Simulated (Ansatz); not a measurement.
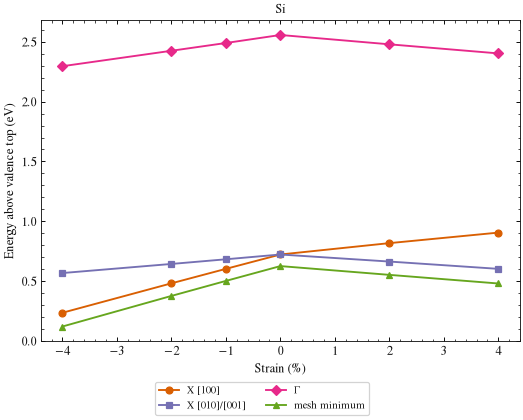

Lowest conduction level at each named k point, counted from the valence-band top at Γ, and the lowest one over the whole k mesh (the mesh minimum, which lies off these points).

System: diamond-type Si, space group Fd-3m (No. 227), 2 atoms in the primitive cell; unstrained, cubic a = 5.444 Å. The cell is strained along x by the value listed, with the other lengths fixed. The atoms are relaxed in each cell. Points keep the names of the unstrained cell; those that the strain makes unlike carry their directions on the cubic axes x, y, z. Ansatz; PBE, Ansatz PAW, no spin polarisation, no spin-orbit coupling, 8×8×8 k mesh, 420 eV cutoff, Fermi-Dirac smearing of 0.05 eV.

Question: How does the strain split the X points of the conduction band?

Answer: Unstrained, the X points are equivalent. At −4 % the lowest conduction level is 0.24 eV at X [100] and 0.57 eV at X [010]/[001] above the valence top, a splitting of 0.33 eV, or 83 meV for each 1 % of strain on average.

The values:
```csv
strain,X [100] (eV),X [010]/[001] (eV),Γ (eV),mesh minimum (eV)
−4 %,0.24,0.57,2.30,0.12
−2 %,0.48,0.64,2.42,0.38
−1 %,0.60,0.68,2.49,0.50
0 %,0.72,0.72,2.56,0.63
+2 %,0.82,0.66,2.48,0.55
+4 %,0.91,0.60,2.40,0.48
```

The strain splits the threefold valence top at Γ, and levels count from its highest part. The relaxation stopped at its first step, so nothing moved. LDA, GGA and most meta-GGA functionals understate gaps. The lowest empty level at Γ is threefold here, not the s-like one.
